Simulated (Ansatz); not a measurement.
**Si5C3: density, localisation and related maps**

```
Si C
1.0
     4.66618    0.00000    0.00000
     0.00000    4.66618    0.00000
     0.00000    0.00000    4.66618
Si C
5 3
Cartesian
  0.0000 0.0000 0.0000
  3.4022 1.2640 3.4022
  1.2640 3.4022 3.4022
  3.4022 3.4022 1.2640
  1.2640 1.2640 1.2640
  2.3331 2.3331 0.0000
  2.3331 0.0000 2.3331
  0.0000 2.3331 2.3331
```

Space group P-43m; a generated structure, not necessarily the stable one.

All numbers below come from DFT PBE, scalar-relativistic, plane waves, PAW in Ansatz.

In a PAW calculation such maps are meaningful between the atoms, not at the nuclei.

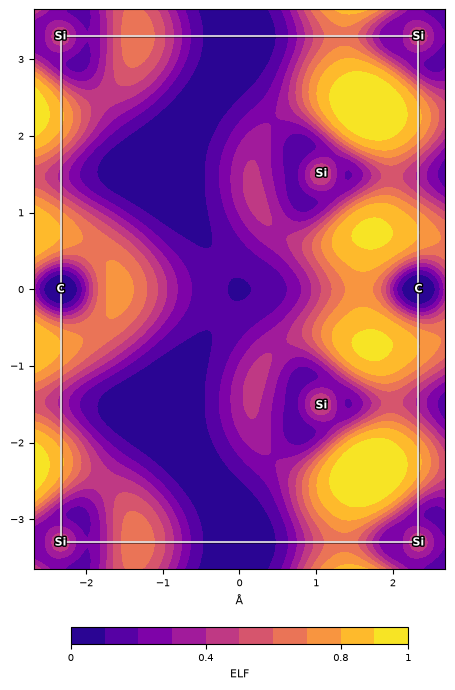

Figure 1. ELF on the (011) plane of the conventional cell.

### Read the bonding off the picture.

- Atoms in the plane: Si and C.
- Si–C (1.97 Å): the ELF peaks at about 0.90 between the atoms.
- Si–Si (2.19 Å): the ELF peaks at about 0.95 between the atoms.

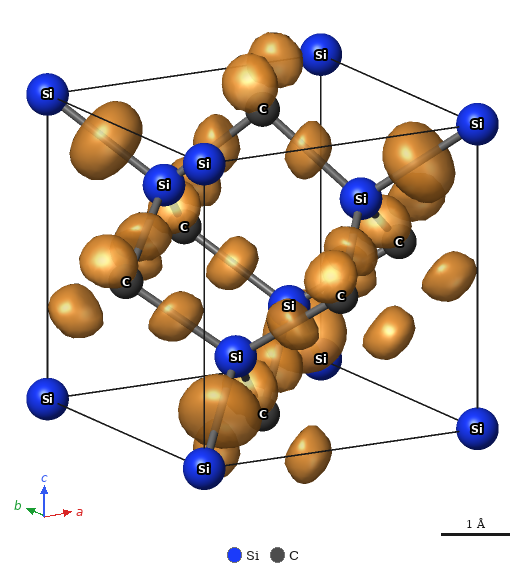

Figure 2. Isosurface of the ELF at 0.85 (orange), seen at an oblique angle. Core shells and regions of very low density are left out. Sticks mark near contacts.

### Where are the electrons localised?

The ELF exceeds this value in twelve regions between bonded C–Si atoms and four regions between bonded Si–Si atoms, counted in one cell of 8 atoms. Any copies at cell faces, edges or corners count once.

### Does the calculation make it a metal, or give it a gap?

It is metallic or semimetallic at this level of theory: no gap opens.
